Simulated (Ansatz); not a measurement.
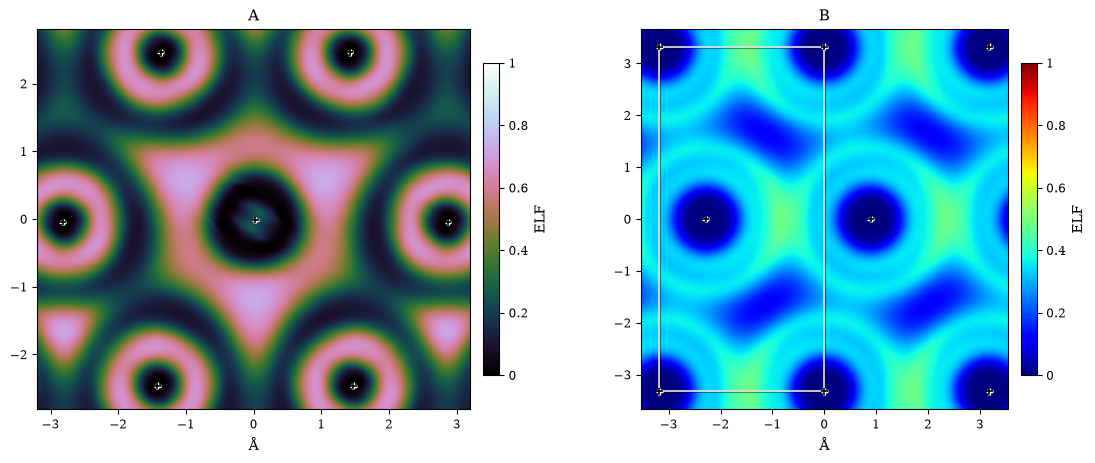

The electron localisation function of 2 systems, each on a plane through atoms (crosses mark nuclei in the plane).

Theory: Ansatz 0.2.0, DFT PBEsol, scalar-relativistic, plane waves, PAW.

System 1: Sn, the (11̄0) plane of the conventional cell. Space group Pmmn; computed pressure about −4 GPa in this cell.

System 2: Ti$_{3}$Al, the (001) plane of the conventional cell. Space group P6₃/mmc; computed without spin polarisation.

**Match each panel to its system.**

Panel A is system 2, Ti$_{3}$Al: the plane holds Ti and Al. Ti–Ti (2.79 Å): the ELF is about 0.25 at the midpoint; no shared electron pair shows on this line. Panel B is system 1, Sn: the plane holds Sn. Sn–Sn (3.18 Å): the ELF is about 0.45 at the midpoint.
